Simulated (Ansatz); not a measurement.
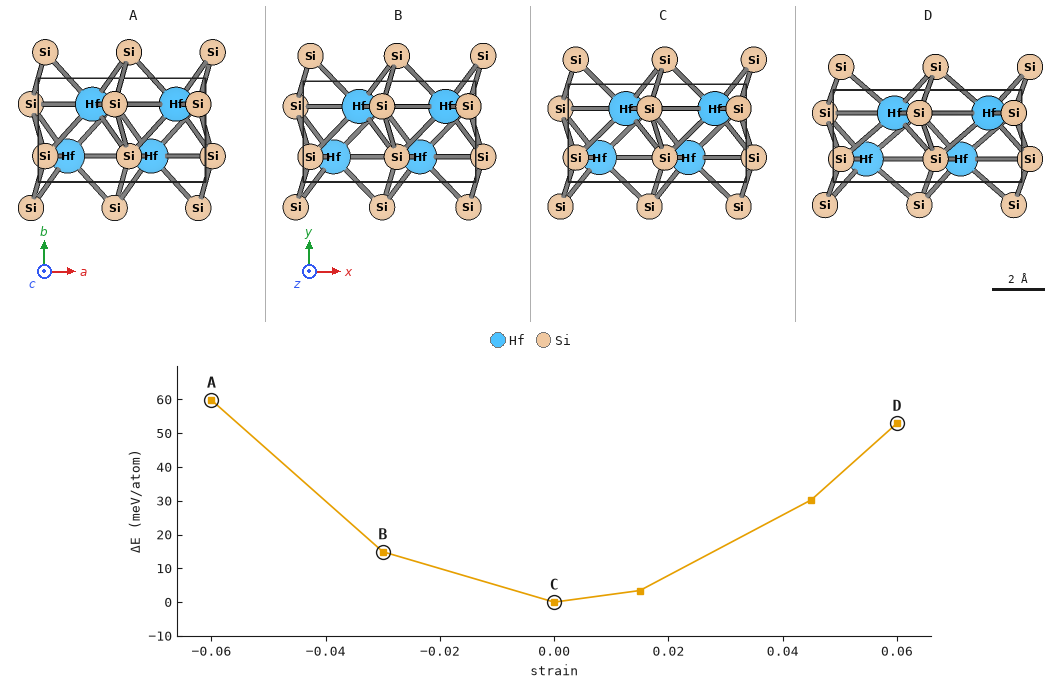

A scan of solid HfSi (Pnma): the cell is strained along x and oppositely along y, with the atoms kept at their fractional coordinates. x, y and z are the Cartesian axes of the input. The lettered frames are marked on the plot. A ball-and-stick model of the cell of the calculation, seen along the c axis.

Level of theory: Ansatz 0.2.0, DFT r2SCAN, scalar-relativistic, plane waves, PAW. (plane-wave cutoff 500 eV; k-point mesh 6 × 10 × 8; occupations gaussian; smearing width 0.15 eV; no spin polarisation). Energies (free energies at the smearing named) are counted from the relaxed crystal.

Read off the main features of the energy profile.

The lowest computed point lies at the strain 0.00 (0.0 meV/atom). The end points stand at 59.8 meV/atom (−0.06) and 52.9 meV/atom (0.06). The distortion keeps the space group Pnma. At the strain −0.06 the cell of the drawing goes a 6.863 → 6.451 Å, b 3.775 → 4.002 Å.
